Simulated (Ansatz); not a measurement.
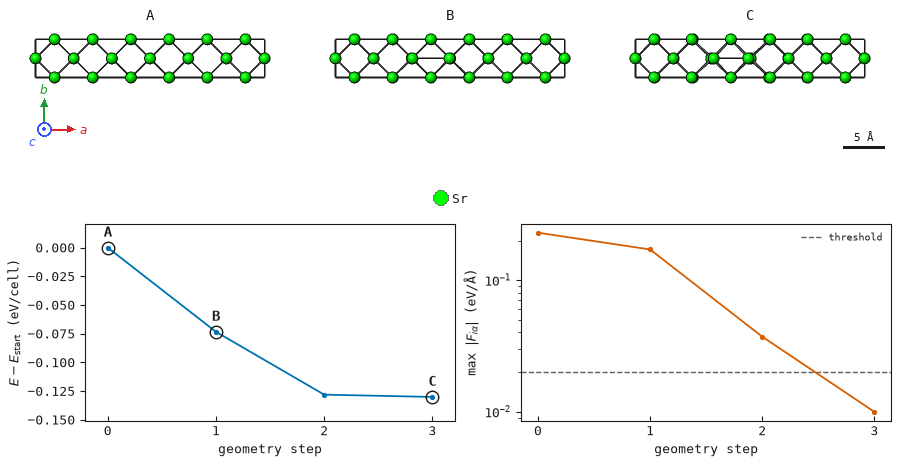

Frames of a constrained relaxation of a slab of composition Sr (cut from the Im-3m phase), marked on the history of the run. The picture is a ball-and-stick view of the cell of the calculation, outlined in the plane, without the vacuum (origin shifted), seen along the c axis.

Case: stripe of 2 of 6 rows, two steps. 12 atoms are held fixed.

Computed with DFT PBEsol, scalar-relativistic, plane waves, PAW (Ansatz). Set-up: plane-wave cutoff 420 eV; k-point mesh 2 × 8 × 1; occupations gaussian; smearing width 0.1 eV; no spin polarisation; dipole correction; atoms relaxed in a fixed cell; force threshold 0.02 eV/Å; at most 45 steps.

What happens along the run?

Answer. The largest moves, 0.24 Å, are those of Sr atoms. The lattice vectors keep their values. Among the contacts that change: Sr–Sr 4.674 → 4.225 Å, Sr–Sr 4.674 → 4.452 Å, Sr–Sr 4.048 → 4.217 Å, Sr–Sr 4.674 → 4.534 Å. Among the angles between lasting bonds that change: Sr–Sr–Sr 180.0° → 173.4°, Sr–Sr–Sr 109.5° → 104.4°, Sr–Sr–Sr 70.5° → 67.4°. Over 3 geometry steps the energy falls by 0.130 eV per cell of the calculation. The largest force component goes from 0.23 to 0.01 eV/Å. The run took 13 min on 4 threads of Arm Neoverse V1 (shared host), peak memory 7.8 GiB. From step 0 to 1: Sr atoms move most (0.07 Å), energy −73.4 meV per cell of the calculation. From step 1 to 3: Sr atoms move most (0.18 Å), energy −56.7 meV per cell of the calculation.
